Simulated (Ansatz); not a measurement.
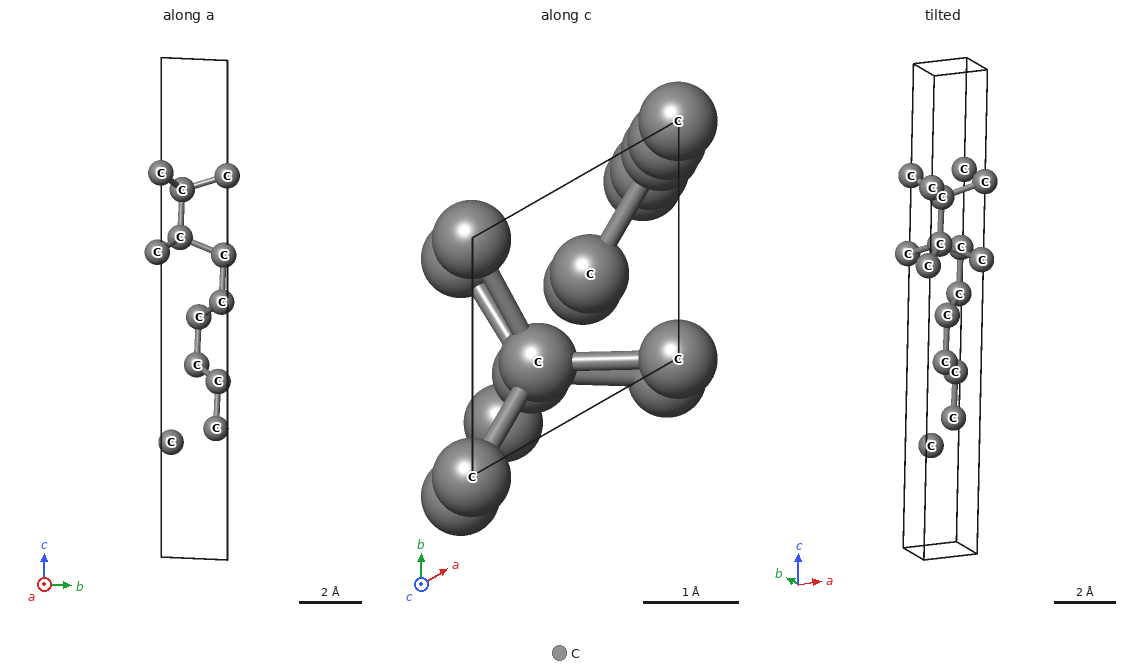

A ball-and-stick rendering, viewed along the a axis, along the c axis and slightly off an axis. The simulation cell is drawn as a box. Some neighbours outside the box are added. Cell: a = 2.511 Å, b = 2.511 Å, c = 16.400 Å, α = 94.39°, β = 94.39°, γ = 60.00°.

The element is carbon. The cell holds ten atoms. Numbers of contacts at bonding distance: C 3 to 4 (mean 3.8). The bonds build C layers parallel to (001).

The structure comes from an entry, possibly a prediction, of the Crystallography Open Database. The cell was then strained or its atoms displaced on purpose. It was run through Ansatz as a DFT input.

At this level of theory the run's own cell isn't at rest (forces up to 5.0 eV/Å), so its distances can differ from those at equilibrium, the more so the softer the solid.
